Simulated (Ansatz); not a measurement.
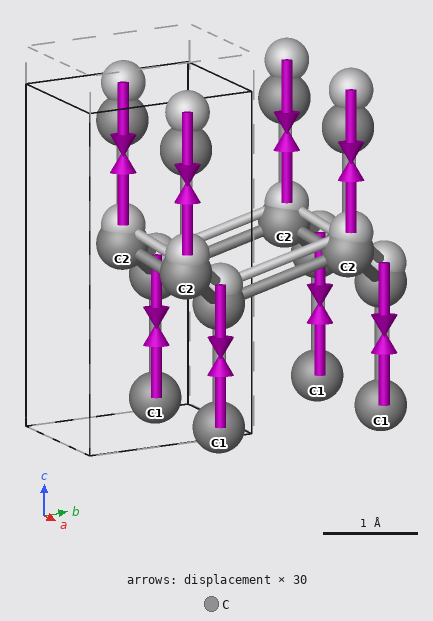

A symmetric starting cell of C, drawn pale, and a changed version of it, drawn solid. The purple arrows show how the atoms are displaced (without the part that the change of the cell carries along), magnified 30 times. Besides, the cell is strained by −9.9 % along c and −0.9 % across it (volume −11.6 %). Style: ball-and-stick. Shown: the cell of the calculation, repeated 2 × 2 × 1 with one cell outlined, slightly off an axis.

Level of theory: Ansatz 0.2.0, DFT PBE, scalar-relativistic, plane waves, PAW. (plane-wave cutoff 420 eV; k-point mesh 12 × 12 × 6; occupations gaussian; smearing width 0.02 eV; no spin polarisation)

### How are the atoms displaced, and what does the calculation give?

Atoms are displaced by 0.03 Å relative to the cell. No relaxation follows. The starting cell wasn't computed here and needn't be at equilibrium, so pressure and forces aren't due to the change alone. The pressure is 91.9 GPa (not all of it need come from the change, since the unchanged cell can be under pressure at this level too). The principal stresses (compression positive) are 261.9 GPa along c and 6.9 GPa across it. The largest forces, 5.5 eV/Å, act on 4 C atoms of the calculation's cell. Some distances before and after: C–C 1.544 → 1.337 to 1.532 Å. The space group stays P6_3/mmc (No. 194).
